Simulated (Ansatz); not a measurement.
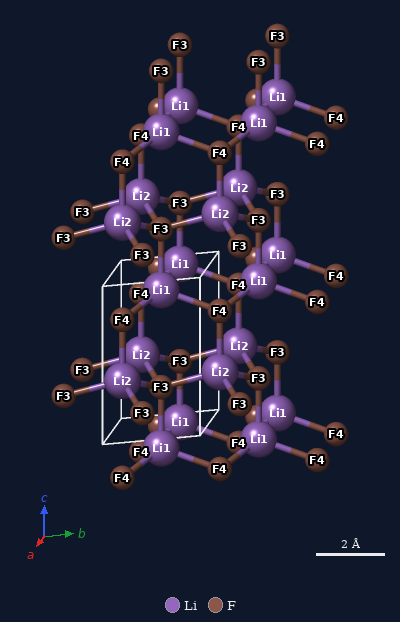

Fig. 1: The structure (ball-and-stick view of the cell of the calculation, repeated 2 × 2 × 2, seen slightly off an axis; bonded neighbours outside the cell are drawn too; atoms are numbered from 1 in the order of the input). Near neighbours in the crystal (not all of them lie inside the picture): Li has 4 F at 1.86 to 1.88 Å; F has 4 Li at 1.86 to 1.88 Å.

# What a change does: band-structure calculation on LiF

System: LiF (4 atoms in the cell).
Method of run 1: DFT, PBE, plane waves, PAW, no spin polarisation (Ansatz 0.2.0).

The structure was built on a prototype by a generator. The geometry comes from this level: r2SCAN (a point of a series of strains). Text and figures count atoms from 1; the logs count them from 0 in places.

## Input, run 1
```yaml
crystal:
  lattice:
    - [3.0810126371, 0.0, 0.0]
    - [-1.5405063186, 2.6682352131, 0.0]
    - [0.0, 0.0, 4.8738718124]
  atoms:
    - { symbol: Li, position: [0.3333333333, 0.6666666667, -0.0050316358] }
    - { symbol: Li, position: [0.6666666667, 0.3333333333, 0.4949683642] }
    - { symbol: F, position: [0.3333333333, 0.6666666667, 0.3800316358] }
    - { symbol: F, position: [0.6666666667, 0.3333333333, 0.8800316358] }
kpoints:
  mp_grid: { grid: [12, 12, 6] }
  band_path:
    path:
      - [0.0, 0.0, 0.0]
      - [0.5, 0.0, 0.0]
      - [0.3333333333, 0.3333333333, 0.0]
      - [0.0, 0.0, 0.5]
      - [0.5, 0.0, 0.5]
      - [0.3333333333, 0.3333333333, 0.5]
    npoints: 1
hamiltonian:
  xc: pbe
scf:
  occupations: { method: fermi_dirac, width: 0.02 }
  n_extra_bands: 5
output:
  forces: true
  stress: true
  eigenvalues: true
  write_density: true
  write_potential: true
  elf: true
  volumetric_format: npy
```

Launched with:
```bash
ansatz run input.yaml --threads 4 --pin off --max-ram 3686MiB --backend cpu --events-out ev --progress --plain --runs-dir out
```

Hardware: 4 threads of an x86-64 CPU, shared host.

## Output, shortened to warnings, some set-up lines, iterations and results (run 1)
```
Basis set: ecut = 420 eV, 773 PW (Γ), exchange–correlation on 48×48×72 points (8 copies of the dense FFT grid, shifted against one another)
Symmetry: 12 space group operations
k-points: 76 of 864 (time reversal used)
Initial density: superposition of atomic densities (neutral atoms: chi_scale 0, normalization atom), corrected by the library's trained network
[...]
SCF iter   1: F=—  HF=-2032.361753 eV  |F-HF|=—  |Δ(HF+E_count)|=         —  Δρ=6.21e-4  dr2=7.55e-5  ethr=1.77e-3  ⟨swp⟩=6.0  Hψ=5595  notcnv=0
SCF iter   2: F=—  HF=-2032.361604 eV  |F-HF|=—  |Δ(HF+E_count)|=   1.48e-4  Δρ=3.83e-4  dr2=3.63e-5  ethr=3.78e-7  ⟨swp⟩=2.0  Hψ=2658  notcnv=0  defer=52
SCF iter   3: F=—  HF=-2032.361700 eV  |F-HF|=—  |Δ(HF+E_count)|=   9.53e-5  Δρ=7.55e-4  dr2=1.36e-4  ethr=1.82e-7  ⟨swp⟩=2.0  Hψ=1974  notcnv=0  defer=54  recentre
SCF iter   4: F=—  HF=-2032.361659 eV  |F-HF|=—  |Δ(HF+E_count)|=   4.03e-5  Δρ=1.91e-4  dr2=7.88e-6  ethr=1.82e-7  ⟨swp⟩=2.0  Hψ=1672  notcnv=0  defer=54
SCF iter   5: F=-2032.361659 eV  HF=-2032.361659 eV  |F-HF|=3.59e-8  |Δ(HF+E_count)|=   8.78e-7  Δρ=1.63e-5  dr2=4.74e-8  ethr=3.94e-8  ⟨swp⟩=2.1  Hψ=1507  notcnv=0  defer=54
SCF iter   6: F=-2032.361659 eV  HF=-2032.361659 eV  |F-HF|=1.78e-9  |Δ(HF+E_count)|=   6.97e-8  Δρ=4.77e-6  dr2=6.30e-9  ethr=2.37e-10  ⟨swp⟩=6.5  Hψ=6353  notcnv=0
SCF 1 converged in 6 iterations: F = -2032.361659 eV  dr2 = 6.30e-9
NSCF: frozen V_eff on 6 k-points
SCF converged after 6 iterations
Free energy (F): -2032.361659 eV
Harris-Foulkes:  -2032.361659 eV  (|F-HF|=1.78e-9)
Internal energy: -2032.361659 eV  (E = F + TS)
E sigma→0 (E₀):  -2032.361659 eV
Fermi energy:    3.024413 eV
--- Per-component energies (eV) ---
  E_band       = -266.755438
  E_kinetic    = 461.060989
  E_local      = -1480.513633  (includes V_loc(G=0)·N_el)
  E_nonlocal   = 80.929486
  E_hartree    = 532.503161
  E_xc         = -183.332458
  E_vxc        = -235.081345  (∫ρ·V_xc dr)
  E_paw        = -443.697036  (= ΣΔE_a)
  E_vpaw       = -158.164144  (= ΣTr[D̂ρ^β])
  E_aug_tail   = 0.003963  (compensation charges beyond the density's cutoff)
  E_ewald      = -999.316131
  E_smearing   = -0.000000  (= −TS)
  E_closure    = 0.000000  (closes the sum)
  Σ components = -2032.361659   (vs F -2032.361659, Δ=0.00e0)
--- Forces (eV/Å), atoms counted from 1 ---
  atom   1  Li    -0.00000000     0.00000000    -0.00198403
  atom   2  Li     0.00000000    -0.00000000    -0.00198403
  atom   3  F      0.00000000    -0.00000000     0.00201989
  atom   4  F     -0.00000000     0.00000000     0.00201989
  max |Σ_I F_I| component: 7.17e-5 eV/Å
--- Stress (GPa, compression-positive) ---
        2.094284      -0.000000      -0.000000
       -0.000000       2.094284      -0.000000
       -0.000000      -0.000000       1.623648
  P = ⅓ Tr σ = 1.9374 GPa (19.374 kbar)
```

For run 2 the input was changed thus:
```diff
-  xc: pbe
+  xc: r2scan
-  occupations: { method: fermi_dirac, width: 0.02 }
+  occupations: { method: fixed }
```

What does this change do to the results?

The total energies belong to different methods, so their difference says nothing on which is more stable or more accurate. The gap on the mesh goes from 7.80 to 8.53 eV. The pressure goes from 1.94 to −0.93 GPa. The functional changes from PBE to r2SCAN. The number of SCF iterations is the same. The default cutoff goes from 420 to 500 eV with the change. The plane waves at Γ go from 773 to 1001.

## Output, shortened to warnings, some set-up lines, iterations and results (run 2)
```
Basis set: ecut = 500 eV, 1001 PW (Γ), exchange–correlation on 96×96×144 points (64 copies of the dense FFT grid, shifted against one another)
Symmetry: 12 space group operations
k-points: 76 of 864 (time reversal used)
Initial density: superposition of atomic densities (neutral atoms: chi_scale 0, normalization atom), corrected by the library's trained network
[...]
SCF iter   1: F=—  HF=-2036.439250 eV  |F-HF|=—  |Δ(HF+E_count)|=         —  Δρ=6.72e-3  dr2=1.56e-2  dr2_τ=6.60e-2  ethr=1.77e-3  ⟨swp⟩=4.1  Hψ=5161  notcnv=0  defer=205
SCF iter   2: F=—  HF=-2036.532273 eV  |F-HF|=—  |Δ(HF+E_count)|=   9.30e-2  Δρ=4.37e-3  dr2=2.01e-3  dr2_τ=6.48e-4  ethr=7.82e-5  ⟨swp⟩=3.0  Hψ=2888  notcnv=0  defer=228
SCF iter   3: F=—  HF=-2036.532146 eV  |F-HF|=—  |Δ(HF+E_count)|=   1.27e-4  Δρ=1.47e-3  dr2=3.34e-4  dr2_τ=6.89e-5  ethr=1.00e-5  ⟨swp⟩=2.0  Hψ=1689  notcnv=0  defer=228
SCF iter   4: F=—  HF=-2036.532156 eV  |F-HF|=—  |Δ(HF+E_count)|=   1.02e-5  Δρ=3.06e-4  dr2=1.83e-5  dr2_τ=3.31e-6  ethr=1.67e-6  ⟨swp⟩=2.0  Hψ=1216  notcnv=0  defer=228
SCF iter   5: F=—  HF=-2036.532159 eV  |F-HF|=—  |Δ(HF+E_count)|=   2.64e-6  Δρ=3.55e-5  dr2=2.44e-7  dr2_τ=5.87e-8  ethr=9.15e-8  ⟨swp⟩=1.0  Hψ=1072  notcnv=0  defer=76
SCF iter   6: F=-2036.532159 eV  HF=-2036.532159 eV  |F-HF|=1.89e-9  |Δ(HF+E_count)|=   3.38e-7  Δρ=2.92e-6  dr2=2.34e-9  dr2_τ=2.70e-10  ethr=5.00e-10  ⟨swp⟩=12.1  Hψ=7846  …
SCF 1 converged in 6 iterations: F = -2036.532159 eV  dr2 = 2.34e-9
NSCF: frozen V_eff on 6 k-points
SCF converged after 6 iterations
Free energy (F): -2036.532159 eV
Harris-Foulkes:  -2036.532159 eV  (|F-HF|=1.89e-9)
Internal energy: -2036.532159 eV  (E = F + TS)
E sigma→0 (E₀):  -2036.532159 eV
Fermi energy:    -1.523343 eV
--- Per-component energies (eV) ---
  E_band       = -287.915693
  E_kinetic    = 464.026735
  E_local      = -1484.079486  (includes V_loc(G=0)·N_el)
  E_nonlocal   = 79.518013
  E_hartree    = 535.148568
  E_xc         = -181.590012
  E_vxc        = -266.131160  (∫ρ·V_xc dr)
  E_paw        = -450.178840  (= ΣΔE_a)
  E_vpaw       = -171.241414  (= ΣTr[D̂ρ^β])
  E_aug_tail   = 0.001776  (compensation charges beyond the density's cutoff)
  E_vtau       = 19.694435  (kinetic-family band-sum trace: ∫τ·v_τ [+ j·A + Jᵃ·Aᵃ] dr)
  E_ewald      = -999.316131
  E_core_change = -0.062783  (= ΣΔE_core)
  E_smearing   = -0.000000  (= −TS)
  E_closure    = -0.000000  (closes the sum)
  Σ components = -2036.532159   (vs F -2036.532159, Δ=0.00e0)
--- Forces (eV/Å), atoms counted from 1 ---
  atom   1  Li    -0.00000000     0.00000000     0.00002854
  atom   2  Li     0.00000000    -0.00000000     0.00002854
  atom   3  F      0.00000000    -0.00000000     0.00019513
  atom   4  F     -0.00000000     0.00000000     0.00019513
  max |Σ_I F_I| component: 4.47e-4 eV/Å
--- Stress (GPa, compression-positive) ---
       -0.741413      -0.000000      -0.000000
       -0.000000      -0.741413      -0.000000
       -0.000000      -0.000000      -1.303772
  P = ⅓ Tr σ = -0.9289 GPa (-9.289 kbar)
```

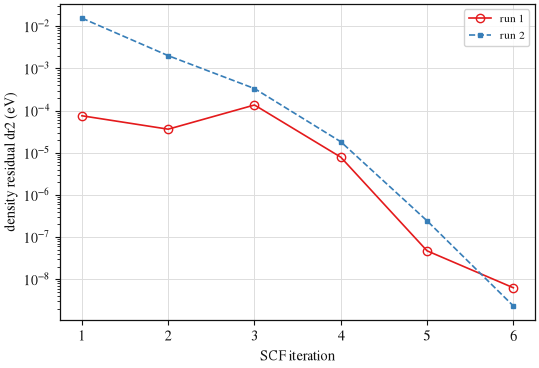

Fig. 2: Convergence of the two runs: density residual dr2 against the SCF iteration. Run 1 takes 6 iterations in all, and run 2 takes 6.

## The two runs side by side

```tsv
quantity	run 1	run 2
outcome	converged	converged
free energy per atom (eV)	−508.0904	−509.1330
gap on the mesh (eV)	7.80	8.53
pressure (GPa)	1.94	−0.93
largest force (eV/Å)	0.002	0.000
SCF iterations	6	6
irreducible k-points	76	76
plane waves at Γ	773	1001
wall time (shared host)	3.2 s	5.8 s
```
